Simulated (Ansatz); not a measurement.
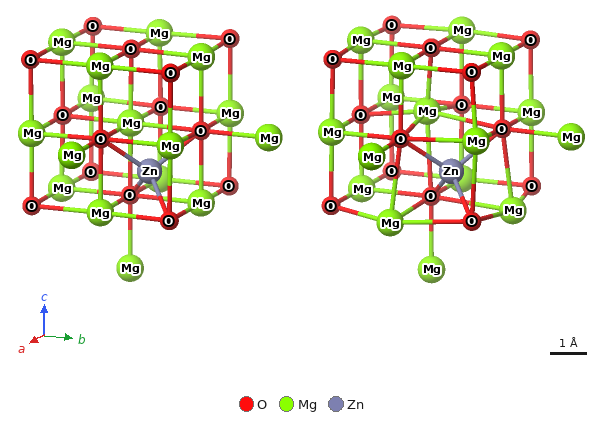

Two geometries of a defect cell of composition O32Mg32Zn (cell charge +2), drawn at one scale. One is the start of a relaxation, the other its converged end. The picture is a ball-and-stick view of the atoms within 4.2 Å of the atom that moves most (axes of the cell of the calculation (origin shifted)), seen slightly off an axis.

The calculation used DFT, PBEsol, PAW, plane waves (Ansatz). (plane-wave cutoff 420 eV; k-point mesh 1 × 1 × 1; mesh shifted by (0.25, 0.25, 0.25); no spin polarisation; atoms relaxed in a fixed cell; force threshold 0.03 eV/Å; at most 80 steps)

Q: Which of the two is the end point?

A: The right one is the relaxed one. The energy falls by 9.401 eV per cell of the calculation in 5 geometry steps. Largest force component: 8 eV/Å at the start, 0.0088 eV/Å at the end. A Mg atom moves most: 0.45 Å along [−1 −1 1]. Largest moves by element: Mg 0.45 Å, O 0.08 Å, Zn 0.03 Å. The cell doesn't change. Near-neighbour distances that change, for instance: Mg–Zn 1.799 → 2.257 Å, Mg–Zn 1.818 → 2.256 Å, Mg–Zn 1.864 → 2.258 Å, Mg–O 2.078 → 2.407 Å. Among the angles between lasting bonds that change: O–Mg–O 179.9° → 162.5°, O–Mg–O 178.7° → 162.5°, O–Mg–O 177.2° → 162.6°.

Limits of the set-up: the periodic images lie only 8.4 Å apart, so the values are limited by the cell's size; the cell is charged, on a uniform background, and energies carry no finite-size correction.
